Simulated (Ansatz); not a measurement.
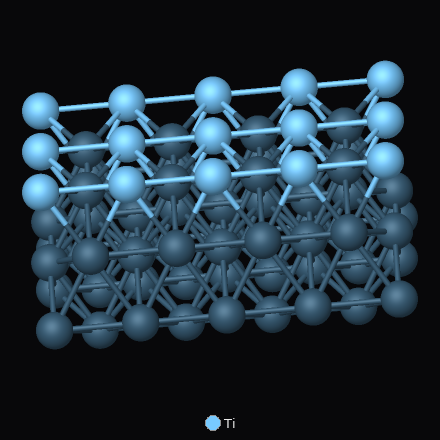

The system is Si on a Ti(100) slab cut from the P6_3/mmc phase, its upper half relaxed before the scan (12 atoms of substrate and one adsorbate in a 2 × 1 cell); the picture shows it without the atoms that are moved over the map. Si is moved over the surface cell; relaxed at each place: the height of the adsorbate's atoms; substrate rigid; the origin of the map has the adsorbate above Ti11. Places are given modulo a cell vector. The map is drawn in real space over the plane of the surface. Grid: 6 × 6 points; 16 points were computed and 20 follow by symmetry. Places are given in fractions of the 1 × 1 surface cell. All energies are given in eV relative to the lowest grid point. All numbers below come from DFT PBE, scalar-relativistic, plane waves, PAW (Ansatz). Settings: cutoff 420 eV, k-mesh 5×6×1, gaussian smearing 0.1 eV, no spin polarisation.

Range: position of Si13 along the first surface vector from 0.000 to 0.833; position of Si13 along the second surface vector from 0.000 to 0.833.

> Predict the map.

The lowest grid point is at the trough between two rows of top atoms, (0/6, 3/6) of the cell vectors. The highest grid point, the top site over a surface Ti atom, (0/6, 0/6) of the cell vectors, lies 2.68 eV above the lowest. On the interpolated surface the easiest way out of the lowest well to its copy in the next cell or period passes a barrier of about 0.9 eV. At the lowest point the adsorbate has 2 Ti at 2.51 Å as nearest neighbours, at the highest 1 Ti at 2.39 Å. Its relaxed height above the top atom is 1.24 Å at the lowest and 2.39 Å at the highest point.

```
second ↓, first →   0/6   1/6   2/6   3/6   4/6   5/6
              5/6  2.39  2.29  1.97  1.66  1.97  2.29
              4/6  1.21  1.12  1.01  1.00  1.01  1.12
              3/6  0.00  0.32  0.73  0.91  0.73  0.32
              2/6  1.21  1.12  1.01  1.00  1.01  1.12
              1/6  2.39  2.29  1.97  1.66  1.97  2.29
              0/6  2.68  2.58  2.24  1.90  2.24  2.58
```

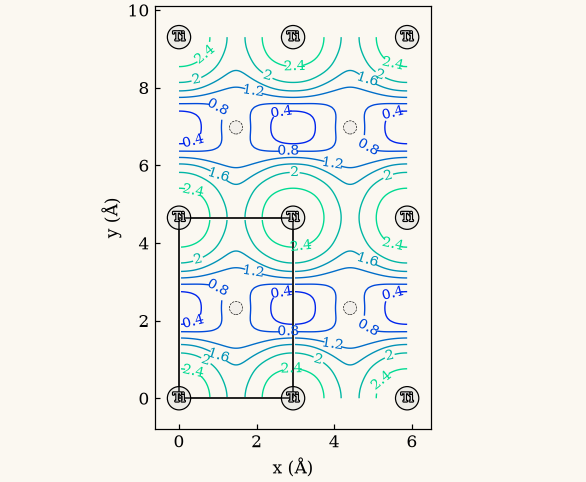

The picture shows contour lines labelled in eV, labelled circles for the atoms of the top layer and small ones for the second layer, the outline of one cell of the 2 × 2 shown. Between grid points the surface is interpolated.

The whole map (16 points run) took 19 min on 4 threads of Arm Neoverse V2, with other jobs on the host.

PAW datasets: the set soft_1.
